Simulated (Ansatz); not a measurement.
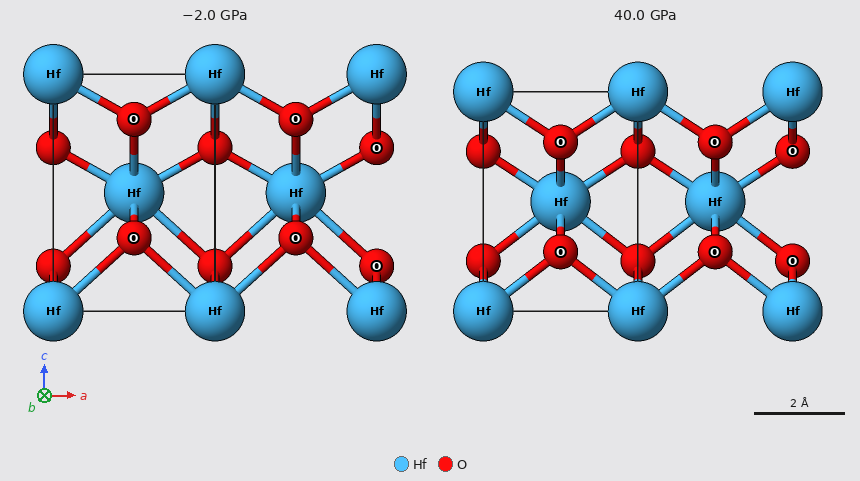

Solid HfO2 (set up in P4_2/nmc), relaxed (cell and atoms) at several target pressures. The picture shows the first and the last member. The picture is a ball-and-stick view of the cell of the calculation, repeated 2 × 1 × 1 with one cell outlined, seen along the b axis.

Computed with Ansatz 0.2.0: DFT PBE, scalar-relativistic, plane waves, PAW. Settings: plane-wave cutoff 420 eV; k-point mesh 6 × 6 × 4 at −2.0 to 20.0, 8 × 8 × 6 at 40.0 GPa; occupations gaussian; smearing width 0.02 eV; no spin polarisation; cell and atoms relaxed; force threshold 0.008 eV/Å.

```tsv
pressure (GPa)	volume (Å³/atom)	a (Å)	c (Å)	band gap (eV)
−2.0	11.544	3.615	5.300	4.67
0.0	11.397	3.604	5.264	4.67
2.0	11.269	3.595	5.233	4.67
5.0	11.091	3.580	5.192	4.67
10.0	?	?	?	?
20.0	10.407	3.520	5.039	4.53
40.0	9.773	3.457	4.907	4.35
```

Q: One row is withheld. What does the calculation give there?

A: Murnaghan's form V = V₀(1 + B′P/B₀)^(−1/B′), with V₀ = 11.397 Å³ from the row at zero pressure, fits the other rows with B₀ = 172 GPa and B′ = 5.09 (largest miss 0.010 Å³). At 10.0 GPa it gives 11.397 × (1 + 5.09 × 10.0/172)^(−1/5.09) = 10.831 Å³ per atom. The calculation gives 10.832 Å³/atom (a = 3.558 Å, c = 5.133 Å). The estimate is 0.001 Å³/atom too low. For the gap a parabola through the rows 0.0, 2.0, 5.0 gives 4.67 eV, and the calculation 4.62 eV (semilocal gaps, lower than measured ones as a rule). From the first member to the last: Hf–O 2.441 → 2.180 Å, Hf–Hf 3.682 → 3.463 Å, Hf–Hf 3.615 → 3.457 Å.

The whole series:

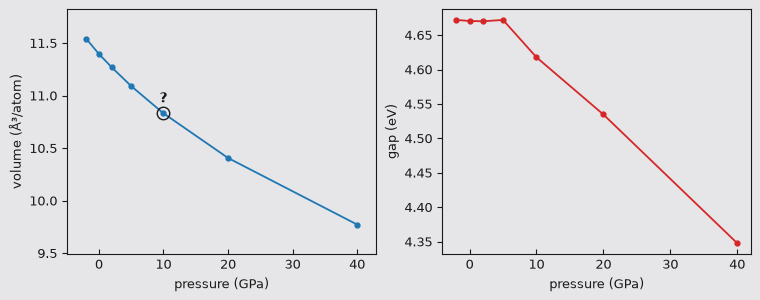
